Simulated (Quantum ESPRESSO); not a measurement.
**La: band-structure run (part 1 of 2)**

La (Im-3m, 1 atom in the cell), computed with Kohn-Sham DFT of a periodic cell, PBE, SG15 PBE 1.2, no spin polarisation (Quantum ESPRESSO 7.5).

The structure derives from a Materials Project entry. The run did not end well.

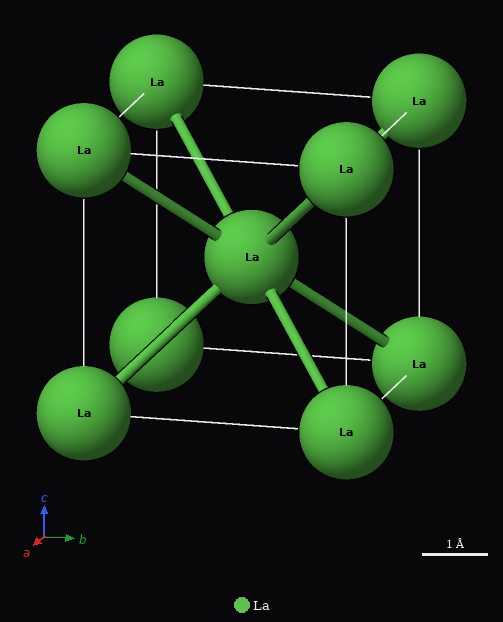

**Figure 1.** The structure as given in the input (ball-and-stick view of the cell 2 times as large as that of the calculation, set on its symmetry axes, seen slightly off an axis). An atom can appear more than once, as a periodic image. Near neighbours in the periodic cell (some may lie outside the picture): La has 8 La at 3.68 Å.

## Outcome

```tsv
quantity	value
outcome	not converged
space group (tolerance 0.01 Å)	Im-3m (229)
electrons treated	11
free energy	−869.3822 eV
Fermi energy	10.645 eV
gap on the k-point mesh	none (metallic)
pressure	−0.58 GPa
largest force (length of the vector)	under 0.001 eV/Å
hardware	1 thread of Arm Neoverse V1, 24 GiB of memory available, shared host
wall time	29 s
peak memory	0.1 GiB
```

## Diagnosis

The run did not converge. Its last values are not results. Further notes kept with the run: c_bands (1): too many bands are not converged. Notes on the run: eigenvalues not converged.

## Input file
```
&CONTROL
  calculation = 'scf'
  prefix = 'pwscf'
  outdir = './tmp'
  pseudo_dir = './pseudo'
  tprnfor = .true.
  tstress = .true.
  disk_io = 'low'
/
&SYSTEM
  ibrav = 0
  nat = 1
  ntyp = 1
  ecutwfc = 70
  nbnd = 11
  occupations = 'smearing'
  smearing = 'fd'
  degauss = 0.00367493
/
&ELECTRONS
  conv_thr = 2d-10
  electron_maxstep = 120
  mixing_beta = 0.5
/
ATOMIC_SPECIES
La   138.9055 La_ONCV_PBE-1.2.upf
CELL_PARAMETERS angstrom
  -2.1238310710    2.1238310710    2.1238310710
   2.1238310710   -2.1238310710    2.1238310710
   2.1238310710    2.1238310710   -2.1238310710
ATOMIC_POSITIONS crystal
La     0.0000000000    0.0000000000    0.0000000000
K_POINTS automatic
9 9 9 0 0 0
```

## File bands.in
```
&CONTROL
  calculation = 'bands'
  prefix = 'pwscf'
  outdir = './tmp'
  pseudo_dir = './pseudo'
  disk_io = 'low'
  verbosity = 'high'
/
&SYSTEM
  ibrav = 0
  nat = 1
  ntyp = 1
  ecutwfc = 70
  nbnd = 11
  occupations = 'smearing'
  smearing = 'fd'
  degauss = 0.00367493
/
&ELECTRONS
  conv_thr = 1d-08
  electron_maxstep = 120
  mixing_beta = 0.5
  diago_full_acc = .true.
  startingwfc = 'random'
/
ATOMIC_SPECIES
La   138.9055 La_ONCV_PBE-1.2.upf
CELL_PARAMETERS angstrom
  -2.1238310710    2.1238310710    2.1238310710
   2.1238310710   -2.1238310710    2.1238310710
   2.1238310710    2.1238310710   -2.1238310710
ATOMIC_POSITIONS crystal
La     0.0000000000    0.0000000000    0.0000000000
K_POINTS crystal
60
 0.0000000000  0.0000000000  0.0000000000 1
 0.0416666667 -0.0416666667  0.0416666667 1
 0.0833333333 -0.0833333333  0.0833333333 1
 0.1250000000 -0.1250000000  0.1250000000 1
 0.1666666667 -0.1666666667  0.1666666667 1
 0.2083333333 -0.2083333333  0.2083333333 1
 0.2500000000 -0.2500000000  0.2500000000 1
 0.2916666667 -0.2916666667  0.2916666667 1
 0.3333333333 -0.3333333333  0.3333333333 1
 0.3750000000 -0.3750000000  0.3750000000 1
 0.4166666667 -0.4166666667  0.4166666667 1
 0.4583333333 -0.4583333333  0.4583333333 1
 0.5000000000 -0.5000000000  0.5000000000 1
 0.4375000000 -0.4375000000  0.5000000000 1
 0.3750000000 -0.3750000000  0.5000000000 1
 0.3125000000 -0.3125000000  0.5000000000 1
 0.2500000000 -0.2500000000  0.5000000000 1
 0.1875000000 -0.1875000000  0.5000000000 1
 0.1250000000 -0.1250000000  0.5000000000 1
 0.0625000000 -0.0625000000  0.5000000000 1
 0.0000000000  0.0000000000  0.5000000000 1
 0.0000000000  0.0000000000  0.4444444444 1
 0.0000000000  0.0000000000  0.3888888889 1
 0.0000000000  0.0000000000  0.3333333333 1
 0.0000000000  0.0000000000  0.2777777778 1
 0.0000000000  0.0000000000  0.2222222222 1
 0.0000000000  0.0000000000  0.1666666667 1
 0.0000000000  0.0000000000  0.1111111111 1
 0.0000000000  0.0000000000  0.0555555556 1
 0.0000000000  0.0000000000  0.0000000000 1
 0.0227272727  0.0227272727  0.0227272727 1
 0.0454545455  0.0454545455  0.0454545455 1
 0.0681818182  0.0681818182  0.0681818182 1
 0.0909090909  0.0909090909  0.0909090909 1
 0.1136363636  0.1136363636  0.1136363636 1
 0.1363636364  0.1363636364  0.1363636364 1
 0.1590909091  0.1590909091  0.1590909091 1
 0.1818181818  0.1818181818  0.1818181818 1
 0.2045454545  0.2045454545  0.2045454545 1
 0.2272727273  0.2272727273  0.2272727273 1
 0.2500000000  0.2500000000  0.2500000000 1
 0.2708333333  0.1875000000  0.2708333333 1
 0.2916666667  0.1250000000  0.2916666667 1
 0.3125000000  0.0625000000  0.3125000000 1
 0.3333333333  0.0000000000  0.3333333333 1
 0.3541666667 -0.0625000000  0.3541666667 1
 0.3750000000 -0.1250000000  0.3750000000 1
 0.3958333333 -0.1875000000  0.3958333333 1
 0.4166666667 -0.2500000000  0.4166666667 1
 0.4375000000 -0.3125000000  0.4375000000 1
 0.4583333333 -0.3750000000  0.4583333333 1
 0.4791666667 -0.4375000000  0.4791666667 1
 0.5000000000 -0.5000000000  0.5000000000 1
 0.2500000000  0.2500000000  0.2500000000 1
 0.2083333333  0.2083333333  0.2916666667 1
 0.1666666667  0.1666666667  0.3333333333 1
 0.1250000000  0.1250000000  0.3750000000 1
 0.0833333333  0.0833333333  0.4166666667 1
 0.0416666667  0.0416666667  0.4583333333 1
 0.0000000000  0.0000000000  0.5000000000 1
```

Command:
```bash
OMP_NUM_THREADS=1 pw.x -in pw.in > pw.out
OMP_NUM_THREADS=1 pw.x -in bands.in > bands.out
```

## The program's output
```
This program is part of the open-source Quantum ESPRESSO suite
     for quantum simulation of materials; please cite
         "P. Giannozzi et al., J. Phys.:Condens. Matter 21 395502 (2009);
         "P. Giannozzi et al., J. Phys.:Condens. Matter 29 465901 (2017);
         "P. Giannozzi et al., J. Chem. Phys. 152 154105 (2020);
          URL
     in publications or presentations arising from this work. More details at

     Message from routine setup:
     using ibrav=0 with symmetry is DISCOURAGED, use correct ibrav instead

     G-vector sticks info
     --------------------
     sticks:   dense  smooth     PW     G-vecs:    dense   smooth      PW
     Sum        1027    1027    307                20473    20473    3367

     Using Slab Decomposition

     bravais-lattice index     =            0
     lattice parameter (alat)  =       6.9515  a.u.
     unit-cell volume          =     258.5928 (a.u.)^3
     number of atoms/cell      =            1
     number of atomic types    =            1
     number of electrons       =        11.00
     number of Kohn-Sham states=           11
     kinetic-energy cutoff     =      70.0000  Ry
     charge density cutoff     =     280.0000  Ry
     scf convergence threshold =      2.0E-10
     mixing beta               =       0.5000
     number of iterations used =            8  plain     mixing
     Exchange-correlation= PBE
                           (   1   4   3   4   0   0   0)

     celldm(1)=   6.951515  celldm(2)=   0.000000  celldm(3)=   0.000000
     celldm(4)=   0.000000  celldm(5)=   0.000000  celldm(6)=   0.000000

     crystal axes: (cart. coord. in units of alat)
               a(1) = (  -0.577350   0.577350   0.577350 )
               a(2) = (   0.577350  -0.577350   0.577350 )
               a(3) = (   0.577350   0.577350  -0.577350 )

     reciprocal axes: (cart. coord. in units 2 pi/alat)
               b(1) = ( -0.000000  0.866025  0.866025 )
               b(2) = (  0.866025 -0.000000  0.866025 )
               b(3) = (  0.866025  0.866025  0.000000 )

     PseudoPot. # 1 for La read from file:
     La_ONCV_PBE-1.2.upf
     Pseudo is Norm-conserving, Zval = 11.0
     Generated using ONCVPSP code by D. R. Hamann
     Using radial grid of  602 points,  8 beta functions with:
                l(1) =   0
                l(2) =   0
                l(3) =   1
                l(4) =   1
                l(5) =   2
                l(6) =   2
                l(7) =   3
                l(8) =   3

     atomic species   valence    mass     pseudopotential
     La               11.00   138.90550     La( 1.00)

     48 Sym. Ops., with inversion, found

   Cartesian axes

     site n.     atom                  positions (alat units)
         1        La     tau(   1) = (   0.0000000   0.0000000   0.0000000  )

     number of k points=    35  Fermi-Dirac smearing, width (Ry)=  0.0037
                       cart. coord. in units 2pi/alat
        k(    1) = (   0.0000000   0.0000000   0.0000000), wk =   0.0027435
        k(    2) = (   0.0962250   0.0962250   0.0000000), wk =   0.0329218
        k(    3) = (   0.1924501   0.1924501   0.0000000), wk =   0.0329218
        k(    4) = (   0.2886751   0.2886751   0.0000000), wk =   0.0329218
        k(    5) = (   0.3849002   0.3849002   0.0000000), wk =   0.0329218
        k(    6) = (   0.1924501   0.0962250   0.0962250), wk =   0.0658436
        k(    7) = (   0.2886751   0.1924501   0.0962250), wk =   0.1316872
        k(    8) = (   0.3849002   0.2886751   0.0962250), wk =   0.1316872
        k(    9) = (   0.4811252   0.3849002   0.0962250), wk =   0.0658436
        k(   10) = (   0.3849002   0.1924501   0.1924501), wk =   0.0658436
        k(   11) = (   0.4811252   0.2886751   0.1924501), wk =   0.1316872
        k(   12) = (   0.5773503   0.2886751   0.2886751), wk =   0.0219479
        k(   13) = (   0.1924501   0.1924501   0.1924501), wk =   0.0219479
        k(   14) = (   0.2886751   0.2886751   0.1924501), wk =   0.0658436
        k(   15) = (   0.3849002   0.3849002   0.1924501), wk =   0.0658436
        k(   16) = (  -0.0000000  -0.0000000   0.1924501), wk =   0.0164609
        k(   17) = (   0.3849002   0.2886751   0.2886751), wk =   0.0658436
        k(   18) = (   0.4811252   0.3849002   0.2886751), wk =   0.0658436
        k(   19) = (   0.0000000  -0.0962250   0.2886751), wk =   0.0658436
        k(   20) = (  -0.0000000  -0.1924501   0.3849002), wk =   0.0658436
        k(   21) = (   0.0962250  -0.0962250   0.3849002), wk =   0.0658436
        k(   22) = (   0.0000000  -0.2886751   0.4811252), wk =   0.0658436
        k(   23) = (   0.0962250  -0.1924501   0.4811252), wk =   0.1316872
        k(   24) = (  -0.7698004  -0.2886751  -0.2886751), wk =   0.0658436
        k(   25) = (  -0.6735753  -0.1924501  -0.2886751), wk =   0.0658436
        k(   26) = (   0.3849002   0.3849002   0.3849002), wk =   0.0219479
        k(   27) = (   0.0000000   0.0000000   0.3849002), wk =   0.0164609
        k(   28) = (  -0.0000000  -0.0962250   0.4811252), wk =   0.0658436
        k(   29) = (   0.0000000  -0.1924501   0.5773503), wk =   0.0658436
        k(   30) = (   0.0962250  -0.0962250   0.5773503), wk =   0.0658436
        k(   31) = (  -0.7698004  -0.1924501  -0.1924501), wk =   0.0658436
        k(   32) = (  -0.0000000  -0.0000000   0.5773503), wk =   0.0164609
        k(   33) = (   0.0000000  -0.0962250   0.6735753), wk =   0.0658436
        k(   34) = (  -0.7698004  -0.0962250  -0.0962250), wk =   0.0219479
        k(   35) = (   0.0000000   0.0000000   0.7698004), wk =   0.0164609

     Dense  grid:    20473 G-vectors     FFT dimensions: (  40,  40,  40)

     Initial potential from superposition of free atoms

     starting charge      10.6994, renormalised to      11.0000
     Starting wfcs are random

     Self-consistent Calculation

     iteration #  1     ecut=    70.00 Ry     beta= 0.50
     Davidson diagonalization with overlap
     ethr =  1.00E-02,  avg # of iterations = 11.7

     Threshold (ethr) on eigenvalues was too large:
     Diagonalizing with lowered threshold

     Davidson diagonalization with overlap
     ethr =  5.16E-04,  avg # of iterations =  3.8

     total energy              =     -63.88631913 Ry
     estimated scf accuracy    <       0.05475161 Ry

     iteration #  2     ecut=    70.00 Ry     beta= 0.50
     Davidson diagonalization with overlap
     ethr =  4.98E-04,  avg # of iterations =  3.2

     total energy              =     -63.89433544 Ry
     estimated scf accuracy    <       0.00296320 Ry

     iteration #  3     ecut=    70.00 Ry     beta= 0.50
     Davidson diagonalization with overlap
     c_bands:  1 eigenvalues not converged
     c_bands:  1 eigenvalues not converged
     c_bands:  1 eigenvalues not converged
     c_bands:  2 eigenvalues not converged
     c_bands:  1 eigenvalues not converged
     c_bands:  1 eigenvalues not converged
     c_bands:  1 eigenvalues not converged
     ethr =  2.69E-05,  avg # of iterations = 14.8

     total energy              =     -63.89822496 Ry
     estimated scf accuracy    <       0.00045369 Ry
```
